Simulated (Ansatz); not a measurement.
## Geometry relaxation of Mo (part 2 of 2)

The same run, continued: Mo (slab, 8 atoms in the cell); DFT PBEsol, scalar-relativistic, plane waves, PAW, no spin polarisation (Ansatz 0.2.0); cutoff 420 eV, 11×11×1 k-mesh, Gaussian smearing of 0.1 eV. The structure derives from an entry of the Crystallography Open Database. It belongs to a series of runs on one base structure; here: (1 0 0) slab, atoms relaxed.

Geometry of the input (Å; fractional positions):
```
3.1293  0.0000  0.0000
0.0000  3.1293  0.0000
0.0000  0.0000  25.9526
Mo 0.5000  0.5000  0.2890
Mo 0.0000  0.0000  0.3493
Mo 0.5000  0.5000  0.4096
Mo 0.0000  0.0000  0.4699
Mo 0.5000  0.5000  0.5301
Mo 0.0000  0.0000  0.5904
Mo 0.5000  0.5000  0.6507
Mo 0.0000  0.0000  0.7110
```

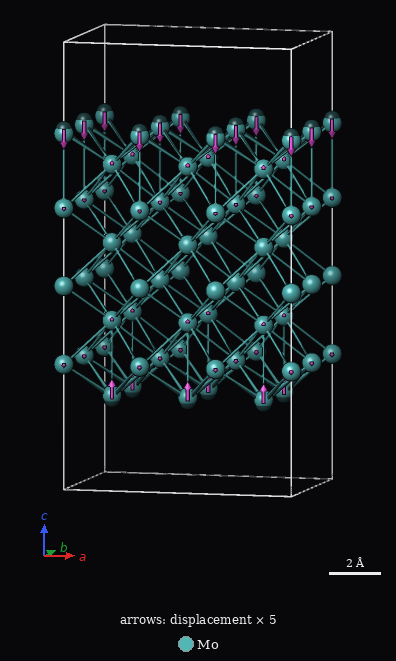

Fig. 1: Start (faint) and end (solid) with the displacements as pink arrows, magnified 5 times (ball-and-stick view of the 3 × 2 repeat of the cell, with the vacuum cut short, seen slightly off an axis). Over 4 geometry steps the energy falls by 0.399 eV per cell of the calculation. Largest force component: 1.7 eV/Å at the start, 0.0055 eV/Å at the end. The largest moves, 0.17 Å, are those of Mo1 and Mo8. The cell stays as it was. Among the contacts that change: Mo1–Mo3 3.129 → 2.995 Å, Mo1–Mo2 2.710 → 2.595 Å, Mo2–Mo3 2.710 → 2.754 Å, Mo3–Mo4 2.710 → 2.675 Å. Among the angles that change: Mo7–Mo8–Mo7 109.5° → 117.0°, Mo6–Mo8–Mo7 54.7° → 58.5°, Mo7–Mo8–Mo7 70.5° → 74.2°. (Atoms are counted from 1 in the order of the input.)

```
WARN: The output density's exchange-correlation potential varies sharply where the density is thin. Do not read a vacuum level from v_tot or v_xc, or from such a field of the output density. On a cell that repeats whose density bears no net charge and no dipole along the vacuum's axis use v_es (v_loc + v_h of the components); under efield.dipole_correction with no amplitude use v_es + v_field, which holds any external_charges[].barrier, or the levels of the report's work_function block, which leave it out; under a non-zero efield.amplitude the vacuum is tilted and has no level; on a cell that repeats and bears such a dipole with no correction it is tilted too, and efield.dipole_correction with no amplitude gives each side of its ramp a level where efield: is served; in a cell that repeats whose density bears a net charge (total_charge, or a fill off its count) it is curved and has none; of a slab under crystal.periodic whose density bears no net charge use v_es, which has a level on each side, short of where the two are joined; of another it falls or rises all the way out and has none; of a slab beside external_charges read slab_vacuum_level instead, which it has where they leave it neutral. The grid or the basis barely resolves most such structure, and the values can differ between equally converged runs; as a rule a tighter scf.convergence.dr2_threshold does not remove it. Where the density itself ripples (under the LDA too) a higher basis.ecutwfc lessens it. The files hold the spikes' plane waves up to the density's cutoff. Files: v_tot_of_output_density and the like, and their columns of v_z.tsv (output.write_potential); v_xc_of_output_density and the like, and their columns of v_comp_z.tsv (output.write_potential_components). Measured: with its Gaussian average of σ = 0.25 Å subtracted twice, the exchange-correlation potential is over 0.1 eV at 2212 of the grid points where the equally averaged density (valence and model cores) is under 1e-3 e/Å³, and 0.857 eV at the most among them, at an averaged density of 9.4e-8 e/Å³. The input density's (outcome.potential() and, of a run that writes arrays, v_tot and v_xc) is over 0.1 eV, so measured, at 40 points of its own thin density, 0.127 eV at the most. See output.write_potential in the manual, Limitations
SCF converged after 5 iterations
Free energy (F): -39175.456352 eV
Harris-Foulkes:  -39175.456352 eV  (|F-HF|=1.87e-8)
Internal energy: -39175.431367 eV  (E = F + TS)
E sigma→0 (E₀):  -39175.443860 eV
Entropy (-TS):   -0.024985 eV (-3.123 meV/atom)
Fermi energy:    8.306144 eV
Dipole field:    D = 0.000000 V/Å  (p = 0.000001 e·Å, saw-weighted, corrected)
Work function:   Φ+ = 3.9305 eV   Φ− = 3.9305 eV
Levels:          The Fermi level and band energies are counted from a zero that moves with the ramp; work functions are not
--- Per-component energies (eV) ---
  E_band       = -1838.487584
  E_kinetic    = 3532.062601
  E_local      = -145087.247511  (includes V_loc(G=0)·N_el)
  E_nonlocal   = 1163.754123
  E_hartree    = 70771.240158
  E_xc         = -1457.075034
  E_vxc        = -1824.911302  (∫ρ·V_xc dr)
  E_paw        = -25152.880468  (= ΣΔE_a)
  E_vpaw       = -1164.600010  (= ΣTr[D̂ρ^β])
  E_aug_tail   = 0.000313  (compensation charges beyond the density's cutoff)
  E_efield     = 0.000000  (sawtooth field / dipole correction)
  E_vefield    = 0.000000  (∫n·V_field dr)
  E_ewald      = 57053.040056
  E_core_change = 1.674395  (= ΣΔE_core)
  E_smearing   = -0.024985  (= −TS)
  E_closure    = 0.000000  (closes the sum)
  Σ components = -39175.456352   (vs F -39175.456352, Δ=0.00e0)
--- Forces (eV/Å), atoms counted from 1 ---
  atom   1  Mo    -0.00000000     0.00000000    -0.00090237
  atom   2  Mo    -0.00000000     0.00000000    -0.00085845
  atom   3  Mo     0.00000000     0.00000000     0.00547019
  atom   4  Mo    -0.00000000     0.00000000    -0.00395261
  atom   5  Mo     0.00000000     0.00000000     0.00395204
  atom   6  Mo    -0.00000000    -0.00000000    -0.00547279
  atom   7  Mo     0.00000000     0.00000000     0.00085956
  atom   8  Mo     0.00000000     0.00000000     0.00090430
  max |Σ_I F_I| component: 1.22e-7 eV/Å
--- Band table (eV; the first three rows and the last of 21) ---
  k-point 0: bands = ["-52.7111", "-52.6450", "-52.5359", "-52.4728", "-52.3530", "-52.2669", "-52.0342", "-52.0341", "-26.9972", "-26.9713", "-26.9713", "-26.9642", "-26.8761", "-26.8761", "-26.8397", "-26.7313", "-26.7194", "-26.7194", "-26.5699", "-26.5699", "-26.5601", "-26.2939", "-26.2518", "-26.2518", "-26.0655", "-26.0488", "-26.0488", "-25.9720", "-25.8096", "-25.8096", "-25.8048", "-25.8048", "1.4034", "2.2231", "2.9055", "3.0987", "3.2629", "3.3470", "3.8157", "3.9692", "4.3437", "4.7554", "4.9438", "5.0162", "6.7518", "7.0561", "7.0561", "7.0760", "7.1373", "7.1373", "7.3244", "7.4413", "7.4413", "7.8913", "7.9128", "7.9128", "8.1762", "8.2752", "8.2836", "8.5206", "8.5206", "8.6814", "9.3551", "9.5222", "9.5222", "10.0011", "10.2233", "10.3037"]
  k-point 1: bands = ["-52.7001", "-52.6358", "-52.5284", "-52.4678", "-52.3551", "-52.2734", "-52.0394", "-52.0393", "-27.0434", "-27.0433", "-26.9738", "-26.9501", "-26.9245", "-26.8569", "-26.8253", "-26.7715", "-26.7041", "-26.6695", "-26.6549", "-26.5609", "-26.4342", "-26.3840", "-26.2572", "-26.1564", "-26.1415", "-26.0633", "-25.9938", "-25.9774", "-25.8261", "-25.8233", "-25.8220", "-25.8143", "1.5827", "2.3714", "3.0441", "3.2188", "3.3835", "3.4397", "3.9230", "4.0477", "4.3737", "4.8107", "4.8195", "5.1933", "6.5330", "6.7260", "6.7273", "6.9727", "6.9786", "7.0134", "7.0537", "7.5356", "7.6797", "7.8338", "7.8762", "8.0633", "8.2341", "8.2420", "8.4287", "8.4903", "8.8526", "9.2670", "9.3668", "9.4395", "9.4728", "9.9340", "10.1894", "10.3145"]
  k-point 2: bands = ["-52.6686", "-52.6094", "-52.5076", "-52.4541", "-52.3619", "-52.2932", "-52.0542", "-52.0542", "-27.1611", "-27.1446", "-27.0435", "-27.0320", "-26.8885", "-26.8446", "-26.8084", "-26.8015", "-26.6802", "-26.6602", "-26.6601", "-26.5354", "-26.3910", "-26.3726", "-26.2737", "-26.1860", "-26.1067", "-26.0828", "-25.9950", "-25.9670", "-25.8734", "-25.8712", "-25.8422", "-25.8342", "2.0877", "2.7567", "3.3636", "3.5462", "3.6295", "3.6799", "4.0451", "4.2892", "4.3657", "4.5111", "5.1882", "5.8107", "6.1474", "6.2206", "6.4529", "6.6777", "6.7036", "6.8544", "6.9039", "7.1843", "7.5681", "7.7048", "7.7287", "8.1471", "8.2849", "8.6824", "8.8506", "8.9449", "9.0960", "9.3490", "9.4350", "9.5003", "9.6273", "9.6684", "10.3262", "10.4347"]
  k-point 20: bands = ["-52.4552", "-52.4528", "-52.4222", "-52.4204", "-52.3797", "-52.3796", "-52.0940", "-52.0940", "-27.4310", "-27.4141", "-27.3131", "-27.3058", "-27.1261", "-27.1086", "-26.9538", "-26.8861", "-26.7394", "-26.6654", "-26.5974", "-26.5739", "-26.4804", "-26.4641", "-26.4246", "-26.3624", "-26.2916", "-26.2884", "-26.1290", "-26.1195", "-25.8668", "-25.8648", "-25.8553", "-25.8473", "3.3188", "3.3526", "4.1163", "4.1167", "4.8701", "5.0047", "5.0680", "5.1038", "5.1301", "5.2752", "5.3832", "5.4303", "5.7619", "6.0305", "6.1792", "6.3067", "6.5142", "6.5259", "7.2818", "7.3382", "8.4733", "8.4937", "9.7198", "9.7771", "10.0215", "10.0745", "10.1792", "10.2715", "10.4494", "10.5024", "10.5333", "10.8101", "10.8214", "10.8462", "10.8466", "10.8995"]
--- Relaxed structure (5 steps of the walk, 5 accepted, 0 SCFs on fresh bases) ---
  F+E_penalty+E_count = -39175.45635222 eV   max|allowed force component| = 5.473e-3 eV/Å
  atoms:
    - { symbol: Mo, position: [0.5, 0.5, 0.2954861792404377] }
    - { symbol: Mo, position: [-2.509584733538946e-18, -4.231214446200527e-34, 0.34772015003072637] }
    - { symbol: Mo, position: [0.5, 0.5, 0.41089000089886885] }
    - { symbol: Mo, position: [-1.6835335672700031e-18, 7.693117174910049e-36, 0.46881070583098655] }
    - { symbol: Mo, position: [0.5, 0.5, 0.5311892987891439] }
    - { symbol: Mo, position: [-2.1324451891803686e-18, 6.923805457419045e-35, 0.5891100056621873] }
    - { symbol: Mo, position: [0.5, 0.5, 0.6522798458342324] }
    - { symbol: Mo, position: [-1.0469538236801309e-17, 3.1541780417131203e-34, 0.7045138137134175] }
```

Trajectory as extended XYZ (Å, eV, eV/Å), 5 frames, from step=1 to step=5
```
8
Lattice="3.1293 0.0000 0.0000 0.0000 3.1293 0.0000 0.0000 0.0000 25.9526" Properties=species:S:1:pos:R:3:forces:R:3 step=1 energy=-39175.05691
Mo    1.5647    1.5647    7.5000    0.0000   0.0000   1.6875
Mo    0.0000    0.0000    9.0647    0.0000   0.0000  -1.5656
Mo    1.5647    1.5647   10.6293    0.0000   0.0000  -0.0027
Mo    0.0000    0.0000   12.1940    0.0000   0.0000  -0.2077
Mo    1.5647    1.5647   13.7586    0.0000   0.0000   0.2076
Mo    0.0000    0.0000   15.3233    0.0000   0.0000   0.0027
Mo    1.5647    1.5647   16.8879    0.0000   0.0000   1.5656
Mo    0.0000    0.0000   18.4526    0.0000   0.0000  -1.6875
8
Lattice="3.1293 0.0000 0.0000 0.0000 3.1293 0.0000 0.0000 0.0000 25.9526" Properties=species:S:1:pos:R:3:forces:R:3 step=2 energy=-39175.28413
Mo    1.5647    1.5647    7.6948    0.0000   0.0000  -1.2555
Mo    0.0000    0.0000    8.9616    0.0000   0.0000   1.1035
Mo    1.5647    1.5647   10.5915    0.0000   0.0000   0.9144
Mo    0.0000    0.0000   12.1688    0.0000   0.0000  -0.2762
Mo    1.5647    1.5647   13.7837    0.0000   0.0000   0.2762
Mo    0.0000    0.0000   15.3611    0.0000   0.0000  -0.9144
Mo    1.5647    1.5647   16.9909    0.0000   0.0000  -1.1035
Mo    0.0000    0.0000   18.2577    0.0000   0.0000   1.2555
8
Lattice="3.1293 0.0000 0.0000 0.0000 3.1293 0.0000 0.0000 0.0000 25.9526" Properties=species:S:1:pos:R:3:forces:R:3 step=3 energy=-39175.42996
Mo    1.5647    1.5647    7.7235    0.0000   0.0000  -0.1008
Mo    0.0000    0.0000    9.0782    0.0000   0.0000  -0.1938
Mo    1.5647    1.5647   10.6930    0.0000   0.0000  -0.0577
Mo    0.0000    0.0000   12.1945    0.0000   0.0000  -0.3295
Mo    1.5647    1.5647   13.7581    0.0000   0.0000   0.3295
Mo    0.0000    0.0000   15.2596    0.0000   0.0000   0.0577
Mo    1.5647    1.5647   16.8744    0.0000   0.0000   0.1939
Mo    0.0000    0.0000   18.2291    0.0000   0.0000   0.1008
8
Lattice="3.1293 0.0000 0.0000 0.0000 3.1293 0.0000 0.0000 0.0000 25.9526" Properties=species:S:1:pos:R:3:forces:R:3 step=4 energy=-39175.45627
Mo    1.5647    1.5647    7.6700    0.0000   0.0000  -0.0173
Mo    0.0000    0.0000    9.0234    0.0000   0.0000   0.0283
Mo    1.5647    1.5647   10.6658    0.0000   0.0000  -0.0231
Mo    0.0000    0.0000   12.1664    0.0000   0.0000   0.0041
Mo    1.5647    1.5647   13.7862    0.0000   0.0000  -0.0041
Mo    0.0000    0.0000   15.2867    0.0000   0.0000   0.0231
Mo    1.5647    1.5647   16.9292    0.0000   0.0000  -0.0283
Mo    0.0000    0.0000   18.2826    0.0000   0.0000   0.0173
8
Lattice="3.1293 0.0000 0.0000 0.0000 3.1293 0.0000 0.0000 0.0000 25.9526" Properties=species:S:1:pos:R:3:forces:R:3 step=5 energy=-39175.45635
Mo    1.5647    1.5647    7.6686    0.0000   0.0000  -0.0009
Mo    0.0000    0.0000    9.0242    0.0000   0.0000  -0.0009
Mo    1.5647    1.5647   10.6637    0.0000   0.0000   0.0055
Mo    0.0000    0.0000   12.1668    0.0000   0.0000  -0.0040
Mo    1.5647    1.5647   13.7857    0.0000   0.0000   0.0040
Mo    0.0000    0.0000   15.2889    0.0000   0.0000  -0.0055
Mo    1.5647    1.5647   16.9283    0.0000   0.0000   0.0009
Mo    0.0000    0.0000   18.2839    0.0000   0.0000   0.0009
```

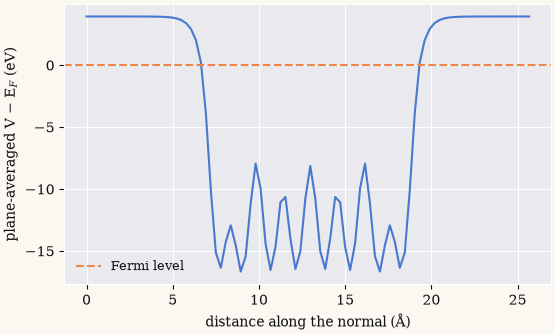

Fig. 2: Plane average of the electrostatic potential energy of an electron across the cell, from the Fermi level. The vacuum level lies 3.93 eV above the Fermi level.

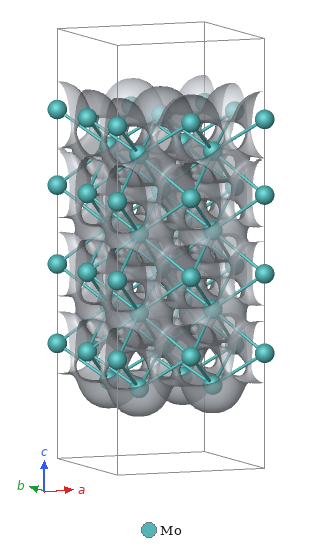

Fig. 3: Isosurface of the valence electron density at 0.3 e/Å³ (grey), seen slightly off an axis. Sticks mark near contacts. At this value the density is joined into sheets; it holds about 90 % of the electrons treated as valence (semicore included). On the grid the lowest density along these lines, outside the cores, is 0.49 e/Å³ (Mo–Mo, 2.59 Å), 0.42 e/Å³ (Mo–Mo, 2.68 Å) and 0.36 e/Å³ (Mo–Mo, 2.74 Å). In a PAW calculation such maps are meaningful between the atoms, not at the nuclei.

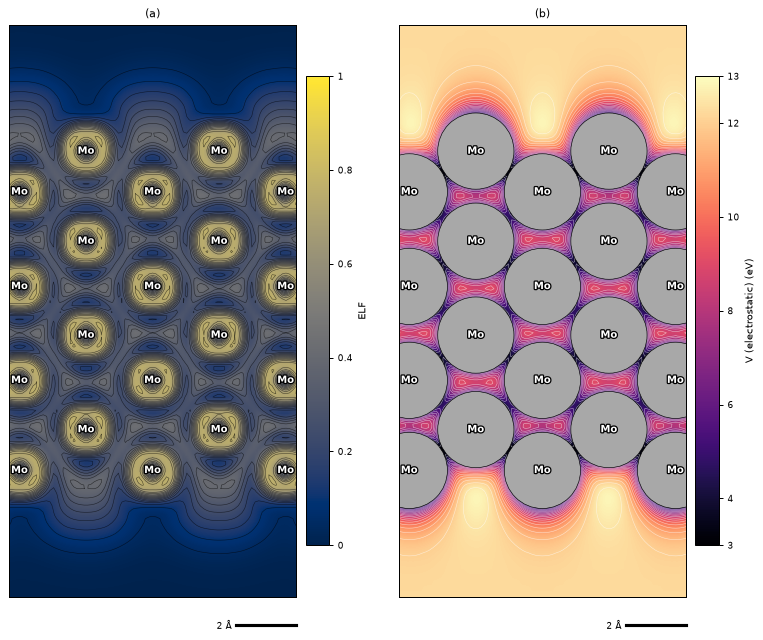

Fig. 4: (a) ELF; (b) electrostatic potential (local pseudopotential plus Hartree) felt by an electron on the (110) plane of the calculation cell, a cut from vacuum to vacuum. Grey discs, where drawn, cover atomic cores. Mo–Mo (2.68 Å): the ELF is about 0.30 at the midpoint (no shared electron pair). Mo–Mo (2.74 Å): the ELF is about 0.30 at the midpoint; no localised pair between them. The strong features right at Mo lie inside the PAW spheres (semicore, d or f shells) and say nothing about bonding.

Results in brief

- outcome: converged
- electrons treated: 112
- free energy: −39175.4564 eV
- work function, top face: 3.93 eV
- work function, bottom face: 3.93 eV
- Fermi energy: 8.306 eV
- gap on the k-point mesh: none (metallic)
- final volume: 254.14 Å³
- work function (upper face): 3.93 eV
- largest force (length of the vector) at the end: 0.005 eV/Å
- hardware: 1 thread of Intel Xeon @ 2.50GHz (Skylake/Cascade Lake), 32 GiB of memory available, shared host
- wall time: 3.3 min
- peak memory: 0.68 GiB

Warnings of the run: the exchange-correlation potential is rough where the density is thin.
